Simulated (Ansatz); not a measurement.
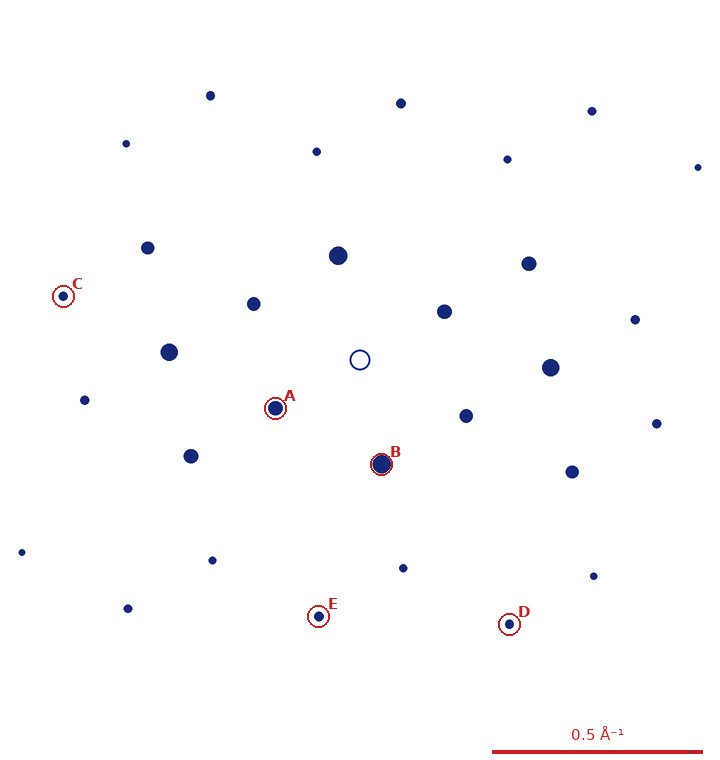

Simulated selected-area electron diffraction pattern (120 kV, kinematic approximation, thin crystal, B = 0.5 Å² for all atoms). The zone axis points towards the electron source and the pattern is seen from the source side.

Crystal: Cs, space group P6_3/mmc (No. 194), a = 5.138 Å, c = 16.837 Å (hexagonal axes). Structure: the input geometry of an electronic-structure calculation (not necessarily at equilibrium); the starting structure was generated, so it need not be a known form of this composition.

Spot A is indexed 0 -1 1 and spot B 1 -1 -2.

Question: What are the indices of the remaining marked spots?

Answer: C = 3A − 2B = -2 -1 7 (d = 1.378 Å). D = −A + 3B = 3 -2 -7 (d = 1.378 Å). E = A + 2B = 2 -3 -3 (d = 1.611 Å).

Question: Find the zone axis.

Answer: The cross product of A and B is parallel to [311]; every spot obeys hu + kv + lw = 0.

Question: What are the spacings of A and B and the angle between them?

Answer: d(A) = 4.302 Å, d(B) = 3.934 Å, and the angle is 72.1°.
